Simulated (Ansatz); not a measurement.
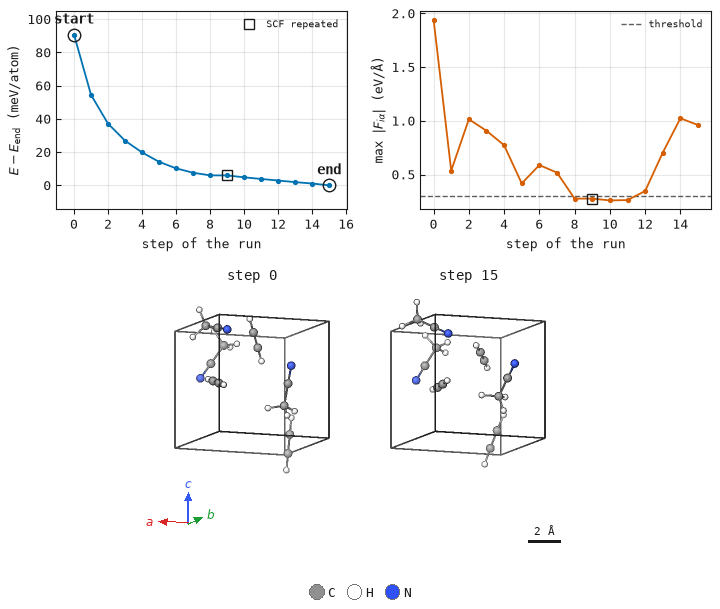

First and last geometry of a relaxation of an amorphous cell of composition H5C4N, with the history of the run. The picture is a ball-and-stick view of the cell of the calculation, seen from a free direction.

The cell holds 3 C2H2 + 3 CH3CN. The run prepares the start of a later molecular dynamics calculation, from a guessed geometry.

Theory: Ansatz 0.2.0, DFT PBE-D3(BJ), scalar-relativistic, plane waves, PAW. Set-up: plane-wave cutoff 420 eV; k-point mesh 1 × 1 × 1; occupations fermi dirac; smearing width 0.05 eV; no spin polarisation; atoms relaxed in a fixed cell; force threshold 0.3 eV/Å; at most 15 steps.

### Did the run converge, and what did it change?

The relaxation stopped without meeting its thresholds, so the last structure isn't shown to be converged. It used up its limit of 15 steps. The atom that moves furthest is an H atom (1.80 Å along [−1 0 −2]). Largest moves by element: H 1.80 Å, C 1.49 Å, N 1.37 Å. The lattice vectors keep their values. Some distances before and after: C–N 1.178 → 1.162 Å, C–C 1.461 → 1.446 Å, C–H 1.066 → 1.077 Å, C–C 1.216 → 1.208 Å. Bond angles that change, for instance: C–C–H 180.0° → 176.9°, H–C–H 108.8° → 111.8°. After 14 accepted moves (15 points after the start) the energy has fallen by 90.7 meV per atom. The largest force component goes from 1.9 to 0.96 eV/Å. 1 step only repeated the SCF at the same geometry. The forces were under the threshold at step 8, but the run went on from there. The run took 71 s on 1 thread of AMD EPYC (Zen 3) (shared host), peak memory 0.45 GiB.

```csv
step,"E − E(0), meV/atom","largest force component, eV/Å",note
0,0.00,1.9431,
1,-36.29,0.5362,
2,-53.61,1.0149,
3,-63.88,0.9078,
4,-70.92,0.7731,
5,-76.58,0.4173,
6,-80.51,0.5886,
7,-83.16,0.5175,
8,-84.75,0.2760,
9,-84.75,0.2759,"same geometry, SCF repeated"
10,-85.91,0.2590,
11,-86.89,0.2623,
12,-87.85,0.3464,
13,-88.80,0.7043,
14,-89.64,1.0241,
15,-90.75,0.9610,
```

Limits of the set-up: the program's low-accuracy preset was used; the periodic images lie only 7.5 Å apart, so the values are limited by the cell's size.
